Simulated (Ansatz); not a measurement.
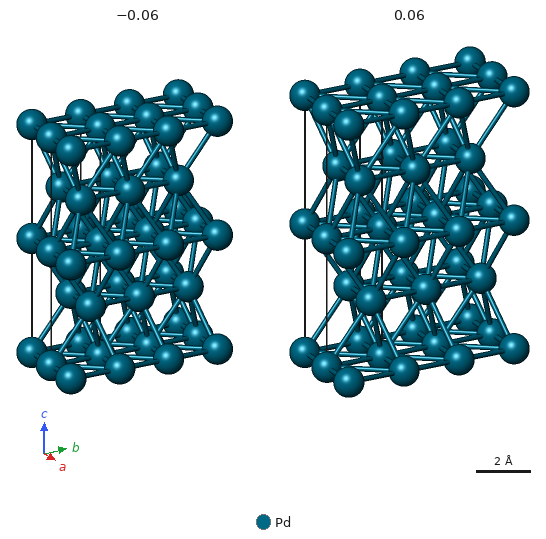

Crystalline Pd (set up in P6_3/mmc), under equal strain along all axes (cell held, atoms fixed by symmetry), with energies (extrapolated to zero smearing) counted from the relaxed crystal, which is the row at zero. The picture shows the first and the last member. A ball-and-stick model of the cell of the calculation, repeated 2 × 3 × 1 with one cell outlined, seen slightly off an axis.

Computed with Ansatz 0.2.0: DFT PBE, scalar-relativistic, plane waves, PAW. Settings: plane-wave cutoff 420 eV; k-point mesh 24 × 24 × 6; occupations gaussian; smearing width 0.1 eV; no spin polarisation.

```json
{"strain": "−0.06", "energy (meV/atom)": "341.20", "a (Å)": "2.613", "c (Å)": "8.628"}
{"strain": "−0.04", "energy (meV/atom)": "137.41", "a (Å)": "2.669", "c (Å)": "8.812"}
{"strain": "−0.02", "energy (meV/atom)": "30.92", "a (Å)": "2.724", "c (Å)": "8.995"}
{"strain": "0.0", "energy (meV/atom)": "0.00", "a (Å)": "2.780", "c (Å)": "9.179"}
{"strain": "0.02", "energy (meV/atom)": "?", "a (Å)": "?", "c (Å)": "?"}
{"strain": "0.04", "energy (meV/atom)": "97.65", "a (Å)": "2.891", "c (Å)": "9.546"}
{"strain": "0.06", "energy (meV/atom)": "200.72", "a (Å)": "2.946", "c (Å)": "9.729"}
```

Estimate the missing row from the others, and compare with the calculation.

Answer. A parabola through three neighbouring rows (0.0, 0.04, 0.06) gives, with Lagrange weights, (0.3333)(0.00) + (1.0000)(97.65) + (−0.3333)(200.72) = 30.75 meV/atom. The calculation gives 26.97 meV/atom (a = 2.835 Å, c = 9.362 Å). The estimate is 3.78 meV/atom too high. From the first member to the last: Pd–Pd 2.632 → 2.968 Å, Pd–Pd 2.613 → 2.946 Å.

The whole series:

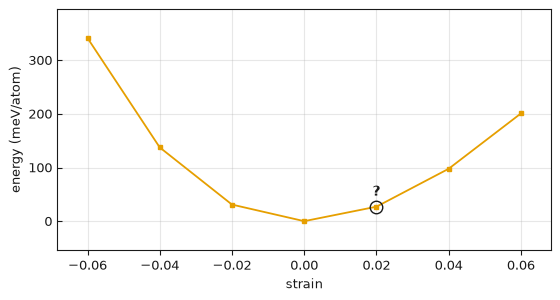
